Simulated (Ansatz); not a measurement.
## Single-point calculation of C

- system: C (P6₃/mmc, 4 atoms in the cell)
- method: DFT r2SCAN, scalar-relativistic, plane waves, PAW, spin-polarised (Ansatz 0.2.0)

The structure derives from a Materials Project entry.

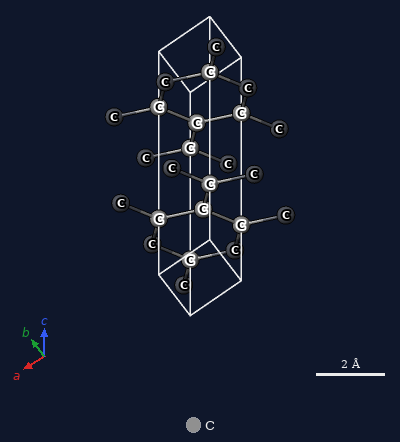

Figure 1. The structure (ball-and-stick view of the cell of the calculation, seen at an oblique angle; neighbours outside the cell are drawn fainter). An atom can appear more than once, as a periodic image.

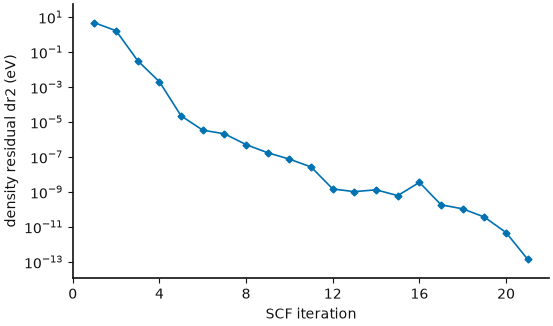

Figure 2. Convergence of the self-consistent field: density residual dr2 against the SCF iteration. The residual comes down, with one marked jump up, by a factor of about 6, at step 16.

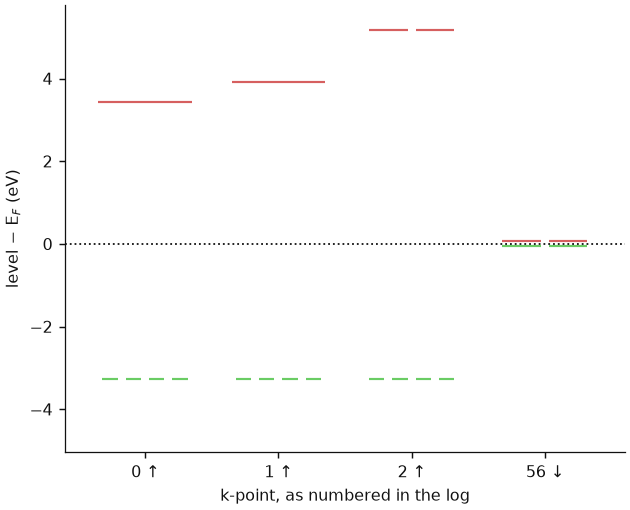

Figure 3. Kohn–Sham levels near the Fermi level (dotted) at the few k-points that the log prints; levels within 0.02 eV of each other stand side by side. The system is metallic on the full mesh.

These pictures come from the run below.

Input file
```yaml
crystal:
  lattice:
    - [2.4672912616, 0.0, 0.0]
    - [-1.2336456308, 2.1367369111, 0.0]
    - [0.0, 0.0, 7.803073]
  atoms:
    - { symbol: C, position: [0.0, 0.0, 0.25], spin: 1.0 }
    - { symbol: C, position: [0.0, 0.0, 0.75], spin: 1.0 }
    - { symbol: C, position: [0.33333333, 0.66666667, 0.25], spin: 1.0 }
    - { symbol: C, position: [0.66666667, 0.33333333, 0.75], spin: 1.0 }
basis:
  ecutwfc: 500
kpoints:
  mp_grid: { grid: [12, 12, 4] }
hamiltonian:
  xc: r2scan
scf:
  occupations: { method: gaussian, width: 0.1 }
  lower_state_search: "off"
output:
  forces: true
  stress: true
  eigenvalues: true
  populations: true
magnetization:
  spin_polarized: true
```

Launch command:
```bash
ansatz run input.yaml --threads 1 --pin off --max-ram 2560MiB --backend cpu --events-out ev --progress --plain --runs-dir out
```

Log
```
Engine: ansatz 0.2.0, x86_64-unknown-linux-gnu
Pseudopotentials: kind: paw
Pseudopotential: C, paw, valence charge 4, recommended cutoff 500 eV (meta_gga), C.paw.azcp
Functional definition: r2SCAN
  parameter k0 = 0.174
  parameter k1 = 0.065
  parameter a1 = 4.9479
  exchange = r2scan_x(k0 = k0, k1 = k1, a1 = a1)
  correlation = r2scan_c
Crystal: 4 atoms, lattice volume = 41.137 Å³
Basis set: ecut = 500 eV, 1067 PW (Γ), exchange–correlation on 72×72×240 points (64 copies of the dense FFT grid, shifted against one another)
Bands: 14, of which v1, the nominal top of the filled ones, is band 8 counted from 1 (7 counted from 0)
Symmetry: 24 space group operations
Space group: P63/mmc (ITA 194), of the structure as read, at distance tolerance 3.5e-5 Å
Magnetic group: BNS 194.263 (UNI 1493), of the structure as read, at distance tolerance 3.5e-5 Å
k-points: 57 of 576
Non-local potential: C, projectors of the file, l = 0: 2, l = 1: 2, l = 2: 1
PAW form: soft (Blöchl's): semilocal exchange-correlation on the pseudo side does not see the compensation charge
PAW frozen core: C, regenerated for the run's functional (the file was generated under x = pbe(κ = 0.804, μ = 0.2195149727645171), c = pbe(β = 0.06672455060314922))
PAW one-centre angular grid: C, 302 points (default); XC on 239 of its mesh's 2573 points in the sphere
Initial density: superposition of atomic densities (chi_scale 0.1, normalization cell)
Starting moments: Σ|m| = 4 μB on 4 of 4 sites
Initial wavefunctions: pseudopotential atomic-orbital guess
Functional: x = r2scan, c = r2scan; τ floored in thin density (d = 2e-4 eV/Å³)
SCF iter   1: F=-1005.774167 eV  HF=-1006.048172 eV  |F-HF|=2.74e-1  |Δ(HF+E_count)|=         —  Δρ=1.12e-1 (↑6.74e-2 ↓1.12e-1)  dr2=4.72e0  dr2_τ=3.48e-1  dr2_m=1.99e0  M=0.056 μB ∫|m|=0.134 μB  β_m=0.30  ethr=3.10e-3  ⟨swp⟩=6.1  Hψ=9115  notcnv=0
preconditioner: auto → none  [insulator: Δε(μ)=0.492 eV  Ē_g=18.621 eV  σ=0.100 eV  W_gap=1.00  n_scr=4 (ndim 8)  ℏωp=23.2 eV  f_vac=0.000  D(μ)=0.00/eV (n_scr^D=0)  ε∞_Penn≈2.5]
SCF iter   2: F=-1006.345478 eV  HF=-1005.853335 eV  |F-HF|=4.92e-1  |Δ(HF+E_count)|=   1.95e-1  Δρ=7.54e-2 (↑4.76e-2 ↓7.54e-2)  dr2=1.64e0  dr2_τ=9.94e-3  dr2_m=9.98e-1  M=0.056 μB ∫|m|=0.105 μB  β_m=0.30  ethr=3.10e-3  ⟨swp⟩=2.3  Hψ=4347  notcnv=0  defer=185  κ⁻¹=1.0e0(r=1)
SCF iter   3: F=-1006.623263 eV  HF=-1006.023136 eV  |F-HF|=6.00e-1  |Δ(HF+E_count)|=   1.70e-1  Δρ=3.71e-2 (↑3.71e-2 ↓3.62e-2)  dr2=3.13e-2  dr2_τ=3.19e-3  dr2_m=4.84e-1  M=0.056 μB ∫|m|=0.109 μB  β_m=0.30  ethr=3.10e-3  ⟨swp⟩=3.2  Hψ=4128  notcnv=0  defer=193  κ⁻¹=1.8e-3(r=2)
SCF iter   4: F=-1006.629880 eV  HF=-1006.340059 eV  |F-HF|=2.90e-1  |Δ(HF+E_count)|=   3.17e-1  Δρ=2.53e-2 (↑2.50e-2 ↓2.53e-2)  dr2=1.98e-3  dr2_τ=4.36e-4  dr2_m=2.37e-1  M=0.055 μB ∫|m|=0.093 μB  β_m=0.30  ethr=1.96e-4  ⟨swp⟩=3.1  Hψ=4020  notcnv=0  defer=196  κ⁻¹=1.7e-4(r=3)
SCF iter   5: F=-1006.634096 eV  HF=-1006.490346 eV  |F-HF|=1.44e-1  |Δ(HF+E_count)|=   1.50e-1  Δρ=1.77e-2 (↑1.77e-2 ↓1.76e-2)  dr2=2.22e-5  dr2_τ=2.06e-4  dr2_m=1.17e-1  M=0.052 μB ∫|m|=0.080 μB  β_m=0.30  ethr=1.24e-5  ⟨swp⟩=2.0  Hψ=2860  notcnv=0  defer=195  κ⁻¹=1.3e-6(r=4)
SCF iter   6: F=-1006.637398 eV  HF=-1006.564702 eV  |F-HF|=7.27e-2  |Δ(HF+E_count)|=   7.44e-2  Δρ=1.25e-2 (↑1.25e-2 ↓1.25e-2)  dr2=3.37e-6  dr2_τ=1.10e-4  dr2_m=5.92e-2  M=0.045 μB ∫|m|=0.066 μB  β_m=0.32  ethr=1.39e-7  ⟨swp⟩=3.2  Hψ=3305  notcnv=0  defer=195
Mixer restart at iter 6: flushing history
spin-set hold released at iteration 6 (site moments contracting): the magnetisation degrees of freedom join the quasi-Newton model from the next iteration; the mixer history was flushed
SCF iter   7: F=-1006.639542 eV  HF=-1006.604440 eV  |F-HF|=3.51e-2  |Δ(HF+E_count)|=   3.97e-2  Δρ=8.69e-3 (↑8.68e-3 ↓8.69e-3)  dr2=2.10e-6  dr2_τ=5.65e-5  dr2_m=2.84e-2  M=0.039 μB ∫|m|=0.054 μB  β_m=1.20  ethr=2.10e-8  ⟨swp⟩=3.7  Hψ=3655  notcnv=0  defer=195  κ⁻¹=1.0e0(r=1)
SCF iter   8: F=-1006.642599 eV  HF=-1006.642494 eV  |F-HF|=1.05e-4  |Δ(HF+E_count)|=   3.81e-2  Δρ=3.53e-4 (↑3.33e-4 ↓3.53e-4)  dr2=5.04e-7  dr2_τ=4.37e-6  dr2_m=4.40e-5  M=0.012 μB ∫|m|=0.036 μB  β_m=1.13  ethr=1.31e-8  ⟨swp⟩=4.7  Hψ=4949  notcnv=0  defer=195  κ⁻¹=1.0e-3(r=2)
SCF iter   9: F=-1006.642630 eV  HF=-1006.642587 eV  |F-HF|=4.33e-5  |Δ(HF+E_count)|=   9.30e-5  Δρ=4.20e-5 (↑4.20e-5 ↓3.16e-5)  dr2=1.72e-7  dr2_τ=4.40e-8  dr2_m=3.84e-7  M=0.008 μB ∫|m|=0.039 μB  β_m=1.20  ethr=3.15e-9  ⟨swp⟩=3.5  Hψ=3530  notcnv=0  defer=195  κ⁻¹=3.8e-4(r=3)
SCF iter  10: F=-1006.642631 eV  HF=-1006.642609 eV  |F-HF|=2.19e-5  |Δ(HF+E_count)|=   2.28e-5  Δρ=2.32e-5 (↑2.32e-5 ↓1.76e-5)  dr2=7.46e-8  dr2_τ=1.62e-8  dr2_m=9.75e-8  M=0.008 μB ∫|m|=0.040 μB  β_m=1.20  ethr=6.25e-10  ⟨swp⟩=10.9  Hψ=10148  notcnv=0  κ⁻¹=6.2e-6(r=4)
SCF iter  11: F=-1006.642633 eV  HF=-1006.642624 eV  |F-HF|=8.88e-6  |Δ(HF+E_count)|=   1.43e-5  Δρ=2.03e-5 (↑2.03e-5 ↓1.73e-5)  dr2=2.65e-8  dr2_τ=1.01e-8  dr2_m=1.11e-7  M=0.008 μB ∫|m|=0.041 μB  β_m=1.20  ethr=4.66e-10  ⟨swp⟩=5.9  Hψ=7431  notcnv=0  κ⁻¹=4.6e-7(r=5)
SCF iter  12: F=-1006.642634 eV  HF=-1006.642633 eV  |F-HF|=7.97e-7  |Δ(HF+E_count)|=   9.72e-6  Δρ=1.81e-5 (↑1.78e-5 ↓1.81e-5)  dr2=1.46e-9  dr2_τ=1.03e-8  dr2_m=1.21e-7  M=0.008 μB ∫|m|=0.042 μB  β_m=1.20  ethr=1.65e-10  ⟨swp⟩=6.0  Hψ=7688  notcnv=0  κ⁻¹=9.3e-8(r=6)
SCF iter  13: F=-1006.642634 eV  HF=-1006.642634 eV  |F-HF|=6.51e-7  |Δ(HF+E_count)|=   3.30e-7  Δρ=1.82e-5 (↑1.78e-5 ↓1.82e-5)  dr2=1.03e-9  dr2_τ=1.04e-8  dr2_m=1.22e-7  M=0.009 μB ∫|m|=0.043 μB  β_m=1.20  ethr=9.10e-12  ⟨swp⟩=4.0  Hψ=4495  notcnv=0  κ⁻¹=5.9e-10(r=7)
SCF iter  14: F=-1006.642634 eV  HF=-1006.642633 eV  |F-HF|=6.82e-7  |Δ(HF+E_count)|=   3.47e-7  Δρ=1.82e-5 (↑1.78e-5 ↓1.82e-5)  dr2=1.31e-9  dr2_τ=1.03e-8  dr2_m=1.21e-7  M=0.008 μB ∫|m|=0.042 μB  β_m=1.20  ethr=6.42e-12  ⟨swp⟩=4.0  Hψ=4707  notcnv=0  κ⁻¹=1.9e-10(r=8)
SCF iter  15: F=-1006.642640 eV  HF=-1006.642640 eV  |F-HF|=5.85e-7  |Δ(HF+E_count)|=   6.27e-6  Δρ=1.56e-5 (↑1.53e-5 ↓1.56e-5)  dr2=6.11e-10  dr2_τ=7.78e-9  dr2_m=8.96e-8  M=0.010 μB ∫|m|=0.053 μB  β_m=1.20  ethr=6.42e-12  ⟨swp⟩=7.9  Hψ=8999  notcnv=0  κ⁻¹=2.0e-10(r=8)
SCF iter  16: F=-1006.642638 eV  HF=-1006.642637 eV  |F-HF|=1.06e-6  |Δ(HF+E_count)|=   2.86e-6  Δρ=4.18e-5 (↑4.18e-5 ↓4.13e-5)  dr2=3.49e-9  dr2_τ=4.90e-8  dr2_m=6.50e-7  M=0.016 μB ∫|m|=0.091 μB  β_m=1.20  ethr=3.82e-12  ⟨swp⟩=9.8  Hψ=10617  notcnv=0  κ⁻¹=1.5e-7(r=8)
iter 17 did not close the SCF: its close was put off for a magnetic moment that had not settled (scf_convergence_deferred on its scf_iter line)
SCF iter  17: F=-1006.642644 eV  HF=-1006.642644 eV  |F-HF|=2.36e-7  |Δ(HF+E_count)|=   7.12e-6  Δρ=1.34e-5 (↑1.34e-5 ↓1.29e-5)  dr2=1.81e-10  dr2_τ=5.04e-9  dr2_m=6.50e-8  M=0.012 μB ∫|m|=0.061 μB  β_m=1.20  ethr=3.82e-12  ⟨swp⟩=9.6  Hψ=10309  notcnv=0  κ⁻¹=2.1e-6(r=8)
iter 18 did not close the SCF: its close was put off for a magnetic moment that had not settled (scf_convergence_deferred on its scf_iter line)
SCF iter  18: F=-1006.642646 eV  HF=-1006.642646 eV  |F-HF|=1.10e-7  |Δ(HF+E_count)|=   1.73e-6  Δρ=8.59e-6 (↑8.59e-6 ↓8.18e-6)  dr2=1.07e-10  dr2_τ=2.06e-9  dr2_m=2.65e-8  M=0.012 μB ∫|m|=0.066 μB  β_m=1.20  ethr=1.13e-12  ⟨swp⟩=2.4  Hψ=8965  notcnv=0  κ⁻¹=1.7e-6(r=8)
iter 19 did not close the SCF: its close was put off for a magnetic moment that had not settled (scf_convergence_deferred on its scf_iter line)
SCF iter  19: F=-1006.642647 eV  HF=-1006.642647 eV  |F-HF|=8.89e-9  |Δ(HF+E_count)|=   9.20e-7  Δρ=3.36e-6 (↑3.26e-6 ↓3.36e-6)  dr2=3.60e-11  dr2_τ=3.13e-10  dr2_m=4.11e-9  M=0.014 μB ∫|m|=0.074 μB  β_m=1.20  ethr=1.00e-12  ⟨swp⟩=2.9  Hψ=9640  notcnv=0  κ⁻¹=2.5e-6(r=8)
iter 20 did not close the SCF: its close was put off for a magnetic moment that had not settled (scf_convergence_deferred on its scf_iter line)
SCF iter  20: F=-1006.642647 eV  HF=-1006.642647 eV  |F-HF|=1.10e-9  |Δ(HF+E_count)|=   8.90e-8  Δρ=8.85e-7 (↑8.11e-7 ↓8.85e-7)  dr2=4.70e-12  dr2_τ=1.99e-11  dr2_m=2.69e-10  M=0.013 μB ∫|m|=0.073 μB  β_m=1.20  ethr=1.00e-12  ⟨swp⟩=1.9  Hψ=7470  notcnv=0  κ⁻¹=1.3e-6(r=8)
SCF iter  21: F=-1006.642647 eV  HF=-1006.642647 eV  |F-HF|=2.56e-11  |Δ(HF+E_count)|=   6.94e-9  Δρ=1.08e-7 (↑1.08e-7 ↓9.15e-8)  dr2=1.37e-13  dr2_τ=3.05e-13  dr2_m=3.70e-12  M=0.013 μB ∫|m|=0.072 μB  ethr=1.00e-12  ⟨swp⟩=1.2  Hψ=6101  notcnv=0
SCF 1 converged in 21 iterations: F = -1006.642647 eV  dr2 = 1.37e-13
  greatest PAW one-centre occupation: 0.684 electrons in one spin orbital (limit 2), on the C atom at site 3 (counted from 0), in its partial waves of l = 0
this state was not tested for a lower state beside it, because the mixer in use, unlike msr1, does not test its closes by its own steps (another_mixer; see scf.mixing.algorithm and scf.lower_state_search)
SCF converged after 21 iterations
Magnetization: 0.0133 μB (8.0067 up, 7.9933 down)
Absolute magnetization: 0.0724 μB (∫|ρ↑−ρ↓|, with the PAW one-centre terms)
Spin contamination: 0.0025 ħ² per cell (⟨S²⟩ above its minimum at these occupations)
Per-site moments (μB) at R_I (Å): [(-0.0072629520034580815, 0.5876026505498815), (-0.0072629520034580754, 0.5876026505498815), (0.009829226771146327, 0.5876026505498815), (0.009829226771146338, 0.5876026505498815)]
Free energy (F): -1006.642647 eV
Harris-Foulkes:  -1006.642647 eV  (|F-HF|=2.56e-11)
Internal energy: -1006.641172 eV  (E = F + TS)
E sigma→0 (E₀):  -1006.641909 eV
Entropy (-TS):   -0.001475 eV (-0.369 meV/atom)
Fermi energy:    5.364470 eV
--- Per-component energies (eV) ---
  E_band       = -69.828914
  E_kinetic    = 361.646590
  E_local      = -780.583221  (includes V_loc(G=0)·N_el)
  E_nonlocal   = 107.374137
  E_hartree    = 257.369542
  E_xc         = -188.284028
  E_vxc        = -260.906063  (∫ρ·V_xc dr)
  E_paw        = -403.349538  (= ΣΔE_a)
  E_vpaw       = -26.811210  (= ΣTr[D̂ρ^β])
  E_aug_tail   = 0.000021  (compensation charges beyond the density's cutoff)
  E_vtau       = 14.711748  (kinetic-family band-sum trace: ∫τ·v_τ [+ j·A + Jᵃ·Aᵃ] dr)
  E_ewald      = -360.715580
  E_core_change = -0.099095  (= ΣΔE_core)
  E_smearing   = -0.001475  (= −TS)
  E_closure    = 0.000000  (closes the sum)
  Σ components = -1006.642647   (vs F -1006.642647, Δ=0.00e0)
--- Forces (eV/Å), atoms counted from 1 ---
  atom   1  C     -0.00000000    -0.00000000    -0.00000000
  atom   2  C     -0.00000000     0.00000000     0.00000000
  atom   3  C     -0.00000000     0.00000000     0.00000000
  atom   4  C     -0.00000000    -0.00000000    -0.00000000
  max |Σ_I F_I| component: 7.40e-16 eV/Å
--- Stress (GPa, compression-positive) ---
       -4.834653      -0.000000       0.000000
       -0.000000      -4.834653      -0.000000
        0.000000      -0.000000      -1.011012
  P = ⅓ Tr σ = -3.5601 GPa (-35.601 kbar)
--- Band table (eV; the first three rows and the last of 114) ---
  k-point 0 ↑: bands = ["-15.4281", "-15.3453", "-3.1116", "-2.2344", "2.1027", "2.1027", "2.1062", "2.1062", "8.7995", "13.2295", "14.0171", "14.0171", "14.0305", "14.0305"]
  k-point 1 ↑: bands = ["-15.4162", "-15.3576", "-2.9957", "-2.3777", "2.1032", "2.1032", "2.1057", "2.1057", "9.2700", "12.2130", "14.0190", "14.0190", "14.0285", "14.0285"]
  k-point 2 ↑: bands = ["-15.3871", "-15.3871", "-2.7003", "-2.7003", "2.1045", "2.1045", "2.1045", "2.1045", "10.5401", "10.5401", "14.0238", "14.0238", "14.0238", "14.0238"]
  k-point 56 ↓: bands = ["-8.1396", "-8.1396", "-8.1072", "-8.1072", "-5.7169", "-5.7169", "5.3240", "5.3240", "5.4259", "5.4259", "16.0228", "16.0228", "19.1026", "19.1026"]
--- Löwdin populations: 4 sites ---
  site symbol       q [e]    m [muB]
     0      C      3.9605    -0.0193
     1      C      3.9605    -0.0193
     2      C      3.9621     0.0259
     3      C      3.9621     0.0259
  spilling = 0.009666 (of n_electrons = 16.000000)
```

File populations.tsv
```
# site	symbol	l	j	q_up	q_dn
# orbitals = lowdin
# n_electrons = 16.000000
# spilling = 0.009666
0	C	0_2S	-	0.457629	0.459174
0	C	1_2P	-	1.512964	1.530759
1	C	0_2S	-	0.457629	0.459174
1	C	1_2P	-	1.512964	1.530759
2	C	0_2S	-	0.459199	0.457373
2	C	1_2P	-	1.534850	1.510727
3	C	0_2S	-	0.459199	0.457373
3	C	1_2P	-	1.534850	1.510727
```

Key numbers

| quantity | value |
| --- | --- |
| outcome | converged |
| space group (tolerance 0.01 Å) | P6₃/mmc (194) |
| electrons treated | 16 |
| free energy | −1006.6426 eV |
| Fermi energy | 5.364 eV |
| gap on the k-point mesh | none (metallic) |
| net moment of the cell | 0.01 μB |
| integrated absolute moment | 0.07 μB |
| pressure | −3.56 GPa |
| largest force (length of the vector) | under 0.001 eV/Å |
| hardware | 1 thread of Intel Xeon @ 2.50GHz (Skylake/Cascade Lake), 189 GiB of memory available, shared host |
| wall time | 44 s |
| peak memory | 0.45 GiB |

Notes

The electronic state found may not be the lowest one. The program warns: the state was not tested for a lower one.
